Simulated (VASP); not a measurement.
## Electronic structure of Ga2O in real space

```
Ga O
1.0
     3.75268    0.00000    0.00000
    -1.87634    3.24992    0.00000
     0.00000    0.00000    3.73705
Ga O
2 1
Direct
  0.66667 0.33333 0.50000
  0.33333 0.66667 0.50000
  0.00000 0.00000 0.00000
```

Space group P6/mmm; a structure from a database of computed crystals, not necessarily the ambient phase; a generated structure, not necessarily the stable one; computed pressure about 19 GPa in this cell.

Method: Kohn-Sham DFT of a periodic cell, PBE, VASP PAW PBE potentials, recommended in VASP 6.6.1.

The density is the valence pseudo-density of a PAW calculation; it isn't the true density close to the nuclei.

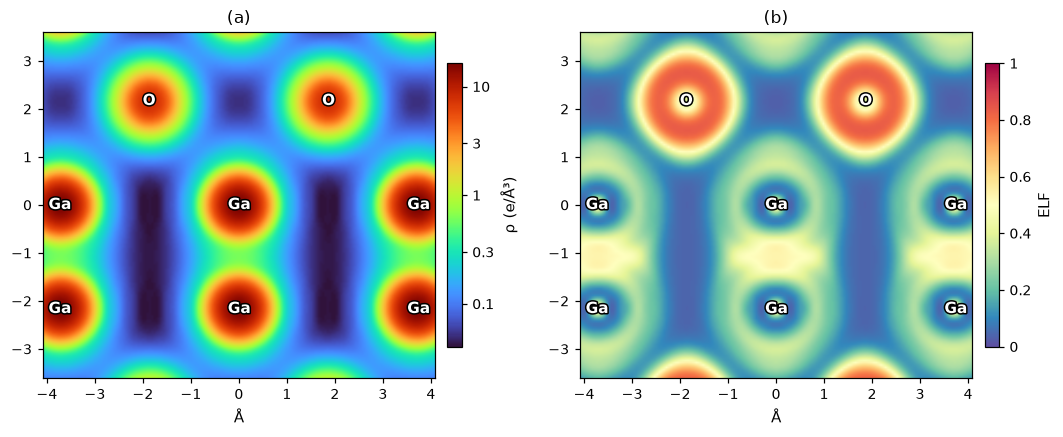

Figure 1. (a) valence pseudo-density; (b) ELF on the (110) plane of the conventional cell.

Q: Interpret the plot.

A: The section cuts through Ga and O sites. Ga–Ga (2.17 Å): ρ at the midpoint is about 0.6 e/Å³; the ELF is about 0.55 at the midpoint. Ga–O (2.86 Å): the density is about 0.14 e/Å³ at the midpoint; the ELF is about 0.15 at the midpoint; no shared electron pair shows on this line. Between the atoms the lowest density in this plane is 0.04 e/Å³.

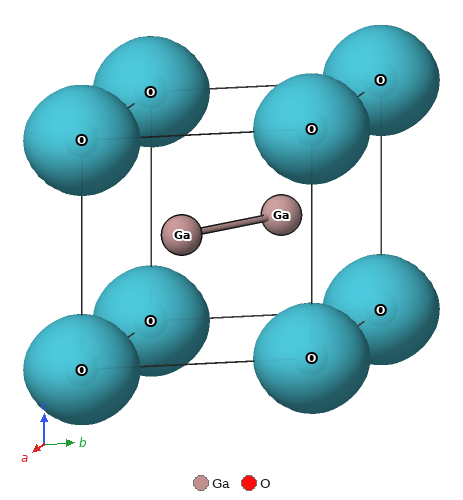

Figure 2. Isosurface of the ELF at 0.65 (cyan), seen slightly off an axis. Core shells and regions of very low density are left out. Sticks mark near contacts.

Q: What do the ELF domains correspond to?

A: At this value the surface marks out one region wrapped around O (its valence shell), counted in one cell of 3 atoms. Any copies at cell faces, edges or corners count once.
